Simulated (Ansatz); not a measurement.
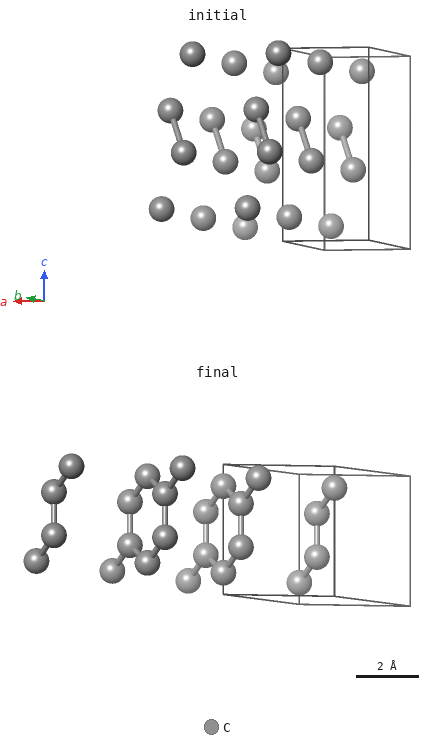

The structure of solid C (built on the iodine_64 type) (coarse preliminary run) before (top) and after (bottom) a relaxation, at one scale.

The picture is a ball-and-stick view of the cell of the calculation, repeated 2 × 3 × 1 with one cell outlined, seen from a free direction.

Case: iodine type (Cmce, No. 64).

The calculation used DFT r2SCAN, scalar-relativistic, plane waves, PAW in Ansatz 0.2.0.

Input
```yaml
crystal:
  lattice:
    - [2.3419446424, -1.5478462523, 0.0]
    - [2.3419446424, 1.5478462523, 0.0]
    - [0.0, 0.0, 6.3140506141]
  atoms:
    - { symbol: C, position: [0.85, 0.15, 0.117] }
    - { symbol: C, position: [0.65, 0.35, 0.617] }
    - { symbol: C, position: [0.15, 0.85, 0.883] }
    - { symbol: C, position: [0.35, 0.65, 0.383] }
basis:
  ecutwfc: 500
kpoints:
  mp_grid: { grid: [6, 6, 4] }
hamiltonian:
  xc: r2scan
scf:
  occupations: { method: gaussian, width: 0.1 }
  lower_state_search: "off"
output:
  forces: true
  stress: true
  eigenvalues: true
relax:
  adjacent_minimum: "off"
  f_tol: 0.04
  max_steps: 70
  cell: { stress_tol: 0.4 }
```

What changed between the two?

Answer. After 16 accepted moves (18 points after the start) the energy has fallen by 18.356 eV per cell of the calculation. Largest force component: 2.3 eV/Å at the start, 0.0048 eV/Å at the end. Pressure: −36.48 GPa at the start and −0.11 GPa at the end. The SCF was repeated twice at an unchanged geometry on a basis and grid sized afresh for the cell, which shifted the energy by 64.0 meV per cell of the calculation at most. The largest moves relative to the cell, 0.43 Å, are those of C1, C2, C3 and C4. C3 goes along [−3 3 −1]. Cell: a = b 2.807 → 3.642 Å (+29.7 %), c 6.314 → 4.256 Å (−32.6 %), γ 66.9° → 39.4°. Volume −21.7 %. Near-neighbour distances that change, for instance: C1–C4 2.284 → 1.418 Å, C1–C3 1.745 → 1.421 Å. New bonds form: C1–C4 (2.28 → 1.42 Å), C2–C3 (2.28 → 1.42 Å). The space group (tolerance 0.01 Å) goes from Cmce (No. 64) to Fmmm (No. 69).
